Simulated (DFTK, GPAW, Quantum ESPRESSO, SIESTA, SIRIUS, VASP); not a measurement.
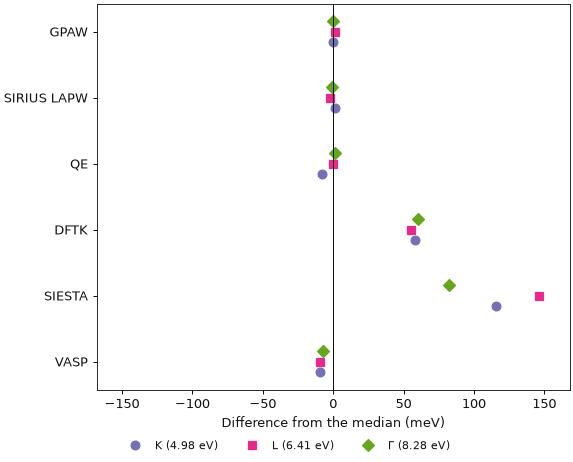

Lowest conduction level at each named k point, counted from the valence-band top at Γ, for wurtzite BN, space group P6_3mc (No. 186), 4 atoms in the cell; a = 2.554 Å, c = 4.227 Å (hexagonal axes). Six programs ran PBEsol (no spin polarisation, no spin-orbit coupling) on the same cell and 12×12×6 k mesh. The plot shows each result less the median of the plane-wave and all-electron runs, which the legend gives. The cell is at −7 GPa in GPAW.

Q: What spread should one expect between these programs?

A: The plane-wave and all-electron programs (GPAW, VASP, Quantum ESPRESSO, DFTK and SIRIUS LAPW) agree within 68 meV at these points. SIESTA departs by up to +146 meV (at L). At a point that isn't plotted the departure is larger: +248 meV for SIESTA at H.

| program | kind | valence electrons | K (eV) | L (eV) | Γ (eV) |
| --- | --- | --- | --- | --- | --- |
| VASP | plane waves | 16 | 4.969 | 6.400 | 8.270 |
| SIESTA | local basis | 16 | 5.094 | 6.555 | 8.359 |
| DFTK | plane waves | 16 | 5.036 | 6.464 | 8.337 |
| Quantum ESPRESSO | plane waves | 16 | 4.970 | 6.409 | 8.278 |
| SIRIUS LAPW | all-electron | – | 4.979 | 6.407 | 8.276 |
| GPAW | plane waves | 16 | 4.978 | 6.410 | 8.277 |

Settings. VASP PAW PBE potentials, release 64 (N, B), 520 eV cutoff, Fermi-Dirac smearing of 0.05 eV (VASP 6.6.1). PseudoDojo 0.4 standard (PBEsol files), DZP (energy shift 0.003 Ry) basis, Fermi-Dirac smearing of 0.05 eV (SIESTA 5.4.2). dojo.nc.sr.pbesol.v0_4_1.standard.upf (PBEsol), 1143 eV cutoff, Fermi-Dirac smearing of 0.05 eV (DFTK). GBRV 1.5 PBEsol, 612 eV cutoff, Fermi-Dirac smearing of 0.05 eV (Quantum ESPRESSO). all-electron FP-LAPW, Fermi-Dirac smearing of 0.05 eV (SIRIUS). PAW data sets generated in the run's folder for this functional, 800 eV cutoff, Fermi-Dirac smearing of 0.05 eV (GPAW).

LDA, GGA and most meta-GGA functionals understate gaps. The usual form of BN is layered hexagonal. VASP: the PAW data sets were made with another functional. SIESTA: the basis of atomic orbitals isn't converged, which shifts gaps and empty levels.
